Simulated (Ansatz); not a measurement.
K (Pm-3n, No. 223): the input geometry of an electronic-structure calculation (not necessarily at equilibrium); the starting structure was generated, so it need not be a known form of this composition.

```yaml
crystal:
  lattice:
    - [8.67468, 0.00000, 0.00000]
    - [0.00000, 8.67468, 0.00000]
    - [0.00000, 0.00000, 8.67468]
  atoms:
    - { symbol: K, position: [0.00000, 0.00000, 0.00000] }
    - { symbol: K, position: [0.50000, 0.50000, 0.50000] }
    - { symbol: K, position: [0.25000, 0.00000, 0.50000] }
    - { symbol: K, position: [0.75000, 0.00000, 0.50000] }
    - { symbol: K, position: [0.50000, 0.25000, 0.00000] }
    - { symbol: K, position: [0.50000, 0.75000, 0.00000] }
    - { symbol: K, position: [0.00000, 0.50000, 0.25000] }
    - { symbol: K, position: [0.00000, 0.50000, 0.75000] }
```

What will a Z-contrast image along [210] show? The image is simulated as a sum over atoms of Z^1.8, blurred by a 0.63 Å probe (no channelling). The display is stretched by a gamma of 0.8; percentages refer to the linear signal.

Answer. The columns repeat on a rectangular net of 3.88 × 8.67 Å (plane group p2mm). The brightest columns hold 3 K per repeat; in falling brightness follow 1 K (about 35 %). Brightness is counted from the darkest point of the image. The shortest distance between visible columns is 0.97 Å in projection (between K columns). Along the beam the structure repeats every 19.40 Å.

```json
{"column": "K", "atoms along the beam per repeat": "3 K", "peak brightness": "100 %"}
{"column": "K", "atoms along the beam per repeat": "1 K", "peak brightness": "35 %"}
```

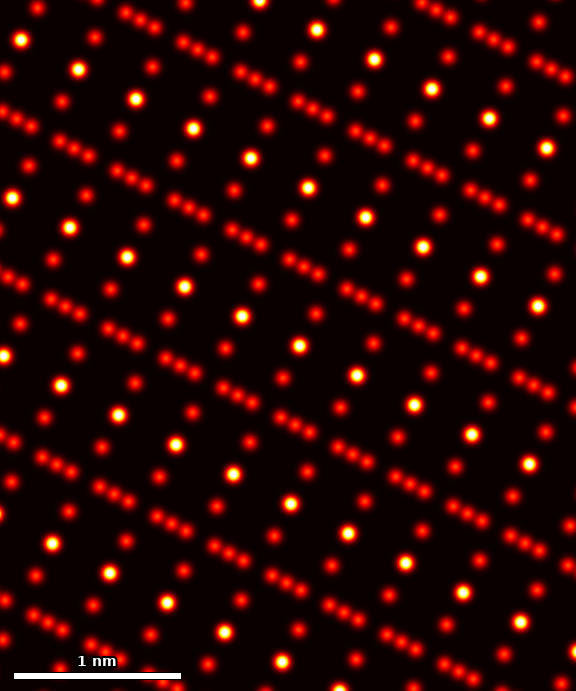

The simulated image.
